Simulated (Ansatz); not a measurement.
# Geometry relaxation of Al

Al (Fm-3m, 1 atom in the cell), computed with DFT, LDA, PAW with Ansatz's default frozen-core files, scalar-relativistic, no spin polarisation (Ansatz 0.2.0).

The structure was built on a prototype by a generator; it need not be a known phase. It belongs to a series of runs on one base structure; here: bulk cell relaxed. Figures and captions count atoms from 1; the log counts them from 0 in places.

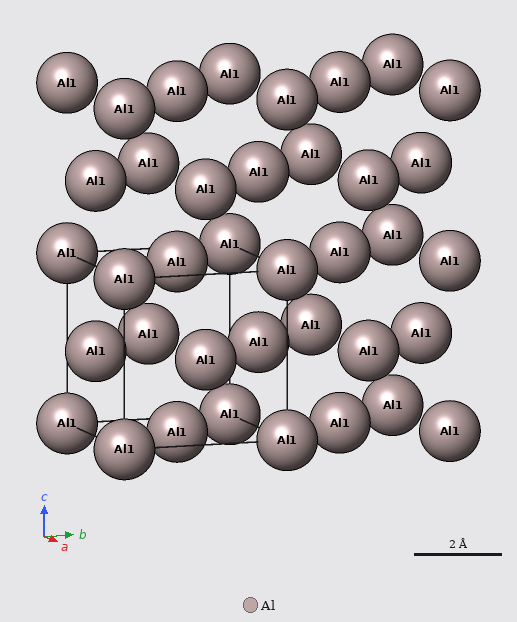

**Figure 1.** The input geometry (spheres-only view of the cell 4 times as large as that of the calculation, set on its symmetry axes, repeated 1 × 2 × 2, seen slightly off an axis; atoms are numbered from 1 in the order of the input).

**Input file**
```yaml
crystal:
  lattice:
    - [0.0, 1.9915896829, 1.9915896829]
    - [1.9915896829, 0.0, 1.9915896829]
    - [1.9915896829, 1.9915896829, 0.0]
  atoms:
    - { symbol: Al, position: [0.0, 0.0, 0.0] }
kpoints:
  mp_grid: { grid: [19, 19, 19] }
scf:
  occupations: { method: fermi_dirac, width: 0.08 }
hamiltonian:
  xc: lda
  pseudopotentials: { kind: paw }
output:
  forces: true
  stress: true
  write_density: true
  write_potential: true
  elf: true
  volumetric_format: npy
relax:
  f_tol: 0.005
  max_steps: 40
  cell: {}
```

Hardware: 2 threads of Intel Xeon (Granite Rapids), 32 GiB of memory available, shared host.

Launched with:
```bash
ansatz run input.yaml --threads 2 --pin off --max-ram 4096MiB --backend cpu --events-out ev --progress --plain --runs-dir out
```

**Log**
```
Engine: ansatz 0.2.0, x86_64-unknown-linux-gnu
Pseudopotentials: kind: paw
Pseudopotential: Al, paw, valence charge 3, recommended cutoff 420 eV (normal), Al.paw.azcp
Functional definition: SPW92
  exchange = slater_x
  correlation = pw_c
Crystal: 1 atoms, lattice volume = 15.799 Å³
Basis set: ecut = 420 eV, 331 PW (Γ)
Bands: 6, of which v1, the nominal top of the filled ones, is band 2 counted from 1 (1 counted from 0)
Symmetry: 48 space group operations
Space group: Fm-3m (ITA 225), of the structure as read, at distance tolerance 2.5e-5 Å
k-points: 220 of 6859
Non-local potential: Al, projectors of the file, l = 0: 2, l = 1: 2, l = 2: 1
PAW form: soft (Blöchl's): semilocal exchange-correlation on the pseudo side does not see the compensation charge
PAW frozen core: Al, regenerated for the run's functional, and the local potential with it (the file was generated under x = pbe(κ = 0.804, μ = 0.2195149727645171), c = pbe(β = 0.06672455060314922))
PAW one-centre angular grid: Al, 110 points (default); XC on 64 Gauss nodes
Initial density: superposition of atomic densities (neutral atoms: chi_scale 0, normalization atom), corrected by the library's trained network
Initial wavefunctions: pseudopotential atomic-orbital guess
Functional: x = slater, c = lda
SCF iter   1: F=—  HF=-512.879310 eV  |F-HF|=—  |Δ(HF+E_count)|=         —  Δρ=3.42e-3  dr2=1.73e-3  ethr=1.77e-3  ⟨swp⟩=4.8  Hψ=11655  notcnv=0
preconditioner: auto → none  [metal: Δε(μ)=0.060 eV  Ē_g=13.485 eV  σ=0.080 eV  W_gap=0.19  n_scr=0 (ndim 8)  ℏωp=16.2 eV  f_vac=0.000  D(μ)=0.51/eV (n_scr^D=0)]
SCF iter   2: F=—  HF=-512.878684 eV  |F-HF|=—  |Δ(HF+E_count)|=   6.26e-4  Δρ=1.55e-3  dr2=3.44e-4  ethr=5.78e-5  ⟨swp⟩=1.0  Hψ=3082  notcnv=0  defer=2
SCF iter   3: F=—  HF=-512.878539 eV  |F-HF|=—  |Δ(HF+E_count)|=   1.45e-4  Δρ=4.20e-5  dr2=1.25e-7  ethr=1.15e-5  ⟨swp⟩=2.0  Hψ=1566  notcnv=0  defer=2
SCF iter   4: F=—  HF=-512.878539 eV  |F-HF|=—  |Δ(HF+E_count)|=   3.66e-9  Δρ=5.09e-6  dr2=2.10e-9  ethr=4.18e-9  ⟨swp⟩=1.1  Hψ=1275  notcnv=0  defer=2
iter 5 did not close the SCF: its close was put off for the readings that it lacked (scf_convergence_deferred on its scf_iter line)
SCF iter   5: F=-512.878539 eV  HF=-512.878539 eV  |F-HF|=3.41e-13  |Δ(HF+E_count)|=  8.47e-10  Δρ=1.01e-7  dr2=1.08e-12  ethr=7.01e-11  ⟨swp⟩=1.8  Hψ=1464  notcnv=0  defer=2
SCF iter   6: F=-512.878539 eV  HF=-512.878539 eV  |F-HF|=3.41e-13  |Δ(HF+E_count)|=  3.41e-13  Δρ=5.55e-9  dr2=4.42e-15  ethr=1.00e-12  ⟨swp⟩=3.0  Hψ=3826  notcnv=0
SCF 1 converged in 6 iterations: F = -512.878539 eV  dr2 = 4.42e-15
  greatest PAW one-centre occupation: 0.457 electrons in one spin orbital (limit 2), on the Al atom at site 0 (counted from 0), in its partial waves of l = 0
relax step   1: F+E_penalty+E_count = -512.87853929 eV  Δ(F+E_penalty+E_count) = +0.000e0 eV  max|allowed force component| = 0.000e0 eV/Å  Δτ_max = 0.0000 Å  P = +0.022 GPa  Ω = 15.799 Å³  (6 SCF iters, accepted)
Initial density: handed on by an earlier stage of this run
Initial wavefunctions: pseudopotential atomic-orbital guess (no wavefunctions were taken with the density)
iter 1 solved again at ethr=2.85e-9 eV; its pass at ethr=3.10e-3 eV (dr2=8.55e-8 eV) is discarded
SCF iter   1: F=—  HF=-512.878539 eV  |F-HF|=—  |Δ(HF+E_count)|=         —  Δρ=7.89e-9  dr2=8.45e-15  ethr=2.85e-9  ⟨swp⟩=3.3  Hψ=15871  notcnv=0
eigensolver tolerance schedule: the retry pair's looser diagonalisation over-reported the residual by 10118442.10 of it (diagonalisation noise at an unbounded share of the residual, at the tolerance the schedule requests for it); recorded, not acted on — ethr = c·dr2/N_el stays at c = 1.0e-1
preconditioner: auto → none  [metal: Δε(μ)=0.053 eV  Ē_g=13.490 eV  σ=0.080 eV  W_gap=0.16  n_scr=0 (ndim 8)  ℏωp=16.2 eV  f_vac=0.000  D(μ)=0.51/eV (n_scr^D=0)]
SCF iter   2: F=-512.878539 eV  HF=-512.878539 eV  |F-HF|=1.14e-13  |Δ(HF+E_count)|=  2.65e-11  Δρ=2.74e-9  dr2=9.39e-16  ethr=1.00e-12  ⟨swp⟩=5.5  Hψ=6051  notcnv=0
SCF 2 converged in 2 iterations: F = -512.878539 eV  dr2 = 9.39e-16
relax step   2: F+E_penalty+E_count = -512.87853929 eV  Δ(F+E_penalty+E_count) = +0.000e0 eV  max|allowed force component| = 0.000e0 eV/Å  Δτ_max = 0.0000 Å  P = +0.022 GPa  Ω = 15.799 Å³  stress off target by 2.20e-2 GPa  SCF on the basis re-selected at this cell (its energy is not comparable with the rows above)  (2 SCF iters)
```

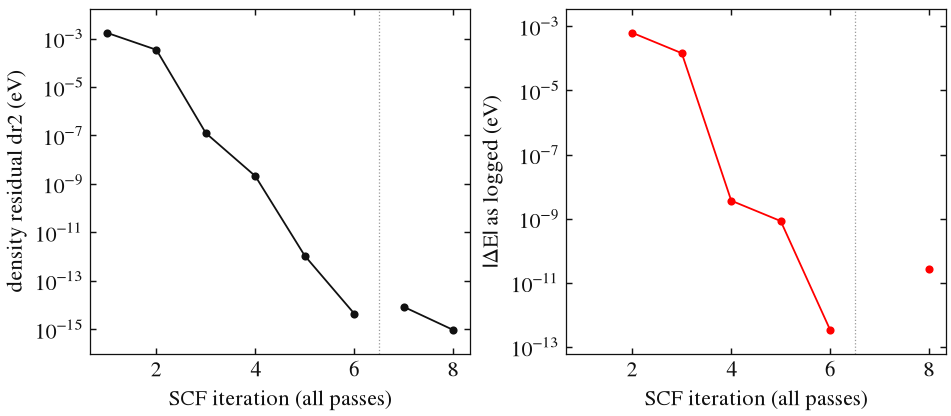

**Figure 2.** Convergence of the self-consistent field: density residual dr2 and size of the energy change against the SCF iteration. The dotted lines part the SCF passes of the relaxation: geometry steps, rejected trials and re-solves on a re-selected basis. The passes take 6 and 2 iterations.

```
basis re-selected at this cell: Δ(F+E_penalty+E_count) = +0.000e0 eV, ΔP = +0.000 GPa vs the last step (what re-selecting the basis moved, of the pressure what is left beyond the Pulay correction that the steps carried, after the strain that the cell walked since its last selection, with what the two solves' SCF thresholds leave and, on support functions, any second-order correction that the steps lacked; it is no measure of the basis error at this ecutwfc). This SCF's stress stands 2.20e-2 GPa from its target on what of the cell is left free (relax.cell.stress_tol is 5.00e-2 GPa) and its largest allowed force component is 0.00e0 eV/Å (relax.f_tol is 5.00e-3 eV/Å): within both
SCF converged after 2 iterations
Free energy (F): -512.878539 eV
Harris-Foulkes:  -512.878539 eV  (|F-HF|=1.14e-13)
Internal energy: -512.868138 eV  (E = F + TS)
E sigma→0 (E₀):  -512.873338 eV
Entropy (-TS):   -0.010402 eV (-10.402 meV/atom)
Fermi energy:    8.205941 eV
--- Per-component energies (eV) ---
  E_band       = 11.010521
  E_kinetic    = 23.515465
  E_local      = 9.951141  (includes V_loc(G=0)·N_el)
  E_nonlocal   = 11.026590
  E_hartree    = 0.107617
  E_xc         = -39.621139
  E_vxc        = -29.657727  (∫ρ·V_xc dr)
  E_paw        = -443.316938  (= ΣΔE_a)
  E_vpaw       = -4.040178  (= ΣTr[D̂ρ^β])
  E_aug_tail   = -0.000004  (compensation charges beyond the density's cutoff)
  E_ewald      = -74.586585
  E_core_change = 0.055717  (= ΣΔE_core)
  E_smearing   = -0.010402  (= −TS)
  E_closure    = 0.000000  (closes the sum)
  Σ components = -512.878539   (vs F -512.878539, Δ=0.00e0)
--- Forces (eV/Å), atoms counted from 1 ---
  atom   1  Al    -0.00000000     0.00000000     0.00000000
  max |Σ_I F_I| component: 2.05e-31 eV/Å
--- Stress (GPa, compression-positive) ---
        0.022034       0.000000      -0.000000
        0.000000       0.022034       0.000000
        0.000000      -0.000000       0.022034
  P = ⅓ Tr σ = 0.0220 GPa (0.220 kbar)
--- Band table (eV; the first three rows and the last of 220) ---
  k-point 0: bands = ["-3.2047", "20.8837", "20.8837", "20.8837", "22.6636", "22.6636"]
  k-point 1: bands = ["-3.1274", "19.5462", "20.6379", "20.6379", "23.0271", "23.0271"]
  k-point 2: bands = ["-2.8957", "17.4510", "20.1887", "20.1887", "23.3060", "23.8059"]
  k-point 219: bands = ["7.1072", "7.1195", "8.4752", "9.7917", "23.2504", "24.9164"]
--- Relaxed structure (1 steps of the walk, 1 accepted, 1 SCFs on fresh bases) ---
  F+E_penalty+E_count = -512.87853929 eV   max|allowed force component| = 0.000e0 eV/Å   (the final SCF, on the basis selected at the relaxed cell)
  cell:  # Å, volume = 15.7990 Å³
    - [0.0, 1.9915896829, 1.9915896829]
    - [1.9915896829, 0.0, 1.9915896829]
    - [1.9915896829, 1.9915896829, 0.0]
  atoms:
    - { symbol: Al, position: [0.0, 0.0, 0.0] }
```

**File rho_z.tsv**
```
# z_ang	rho[e/angstrom^3]
# format = ansatz-planar-average/11
# lattice	0.000000000	1.991589683	1.991589683
# lattice	1.991589683	0.000000000	1.991589683
# lattice	1.991589683	1.991589683	0.000000000
# sites	1
# site	13	0.000000000	0.000000000	0.000000000
0.000000	1.881856e-1
0.140827	1.883356e-1
0.281653	1.888351e-1
0.422480	1.898360e-1
0.563307	1.913133e-1
0.704133	1.926567e-1
0.844960	1.929210e-1
0.985787	1.916219e-1
1.126613	1.892352e-1
1.267440	1.869769e-1
1.408267	1.860596e-1
1.549093	1.869769e-1
1.689920	1.892352e-1
1.830747	1.916219e-1
1.971573	1.929210e-1
2.112400	1.926567e-1
2.253227	1.913133e-1
2.394053	1.898360e-1
2.534880	1.888351e-1
2.675706	1.883356e-1
```

**File v_z.tsv**
```
# z_ang	v_es[eV]	v_tot[eV]
# format = ansatz-planar-average/11
# xc	lda
# density_cutoff_ev	1680
# datasets	Al=:simpson_from_first_knot:soft:shift=-2310594
# lattice	0.000000000	1.991589683	1.991589683
# lattice	1.991589683	0.000000000	1.991589683
# lattice	1.991589683	1.991589683	0.000000000
# sites	1
# site	13	0.000000000	0.000000000	0.000000000
0.000000	4.740935e-1	-1.095806e1
0.140827	5.045772e-1	-1.085631e1
0.281653	6.190796e-1	-1.052919e1
0.422480	8.982034e-1	-9.915573e0
0.563307	1.477677e0	-8.939505e0
0.704133	2.470255e0	-7.578843e0
0.844960	3.835117e0	-5.945697e0
0.985787	5.315720e0	-4.301878e0
1.126613	6.554394e0	-2.967972e0
1.267440	7.308206e0	-2.161864e0
1.408267	7.546108e0	-1.907353e0
1.549093	7.308206e0	-2.161864e0
1.689920	6.554394e0	-2.967972e0
1.830747	5.315720e0	-4.301878e0
1.971573	3.835117e0	-5.945697e0
2.112400	2.470255e0	-7.578843e0
2.253227	1.477677e0	-8.939505e0
2.394053	8.982034e-1	-9.915573e0
2.534880	6.190796e-1	-1.052919e1
2.675706	5.045772e-1	-1.085631e1
```

**Trajectory as extended XYZ (Å, eV, eV/Å), 2 frames, from step=1 to step=2**
```
1
Lattice="0.0000 1.9916 1.9916 1.9916 0.0000 1.9916 1.9916 1.9916 0.0000" Properties=species:S:1:pos:R:3:forces:R:3 step=1 energy=-512.87854 pressure_GPa=0.02
Al    0.0000    0.0000    0.0000    0.0000   0.0000   0.0000
1
Lattice="0.0000 1.9916 1.9916 1.9916 0.0000 1.9916 1.9916 1.9916 0.0000" Properties=species:S:1:pos:R:3:forces:R:3 step=2 energy=-512.87854 pressure_GPa=0.02
Al    0.0000    0.0000    0.0000    0.0000   0.0000   0.0000
```

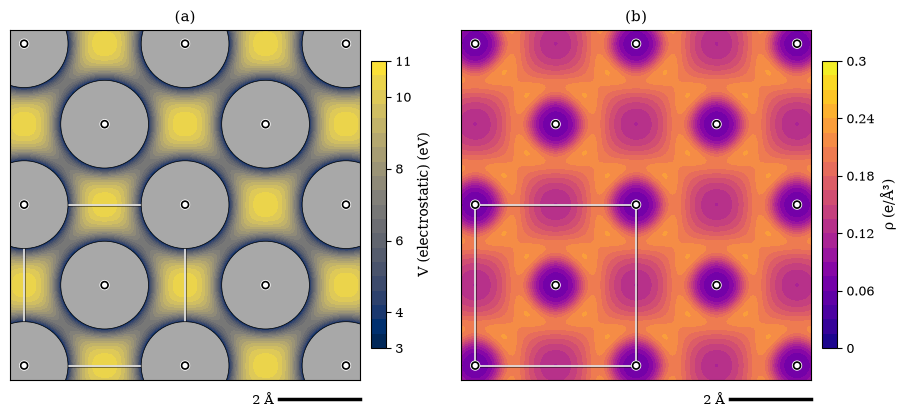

**Figure 3.** (a) electrostatic potential (local pseudopotential plus Hartree) felt by an electron; (b) valence electron density on the (100) plane of the conventional cell. Circles mark the nuclei in the plane (Al). Grey discs, where drawn, cover atomic cores. Al–Al (2.82 Å): ρ at the midpoint is about 0.21 e/Å³. Away from the nuclei the density in this plane falls to 0.12 e/Å³ at its lowest. Outside the cores the potential energy rises away from the atoms and is highest about 2.0 Å from the nearest atoms; outside the discs it spans about 7 eV, and its zero is arbitrary. Core electrons are frozen (PAW), so the fields are smoothed inside the atomic spheres.

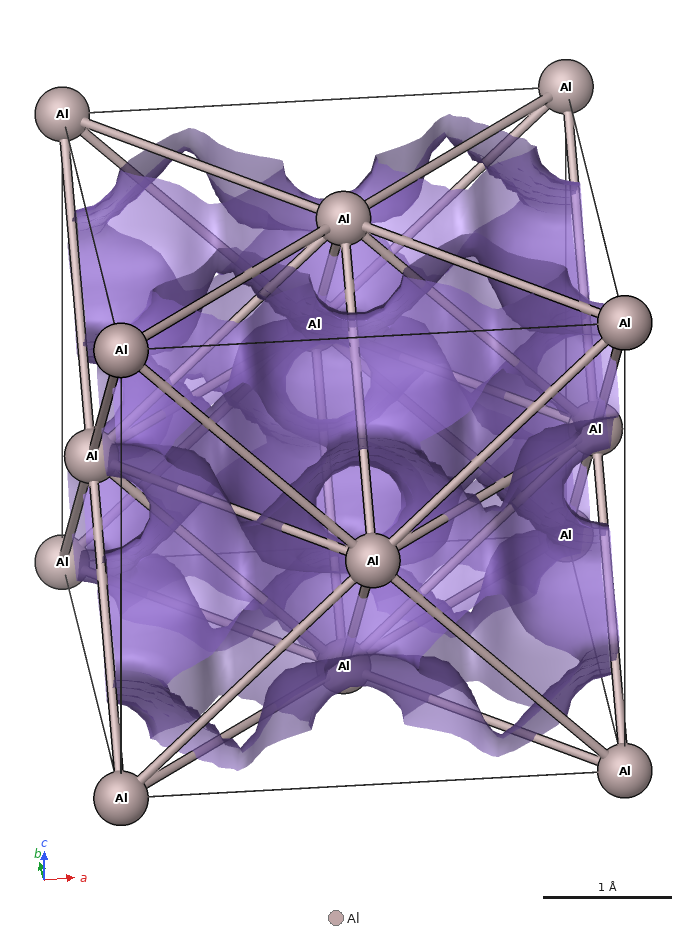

**Figure 4.** Isosurface of the electron localisation function at 0.55 (purple), seen at an oblique angle. Only the valence region is drawn (cores and ρ < 0.01 e/Å³ removed). Sticks mark near contacts. The outline is the cell set on symmetry axes. Values along the shortest contacts: Al–Al (2.82 Å): the ELF is about 0.60 at the midpoint, as expected for metallic bonding.

**Key numbers**

- outcome: converged
- space group (tolerance 0.01 Å): Fm-3m (225)
- electrons treated: 3
- free energy: −512.8785 eV
- Fermi energy: 8.206 eV
- pressure: 0.02 GPa
- final volume: 15.80 Å³
- largest force (length of the vector) at the end: under 0.001 eV/Å
- final cell: a = 2.817 Å, b = 2.817 Å, c = 2.817 Å, α = 60.00°, β = 60.00°, γ = 60.00°
- wall time: 0.83 s (CPU time 1.5 s)
- peak memory: 0.34 GiB
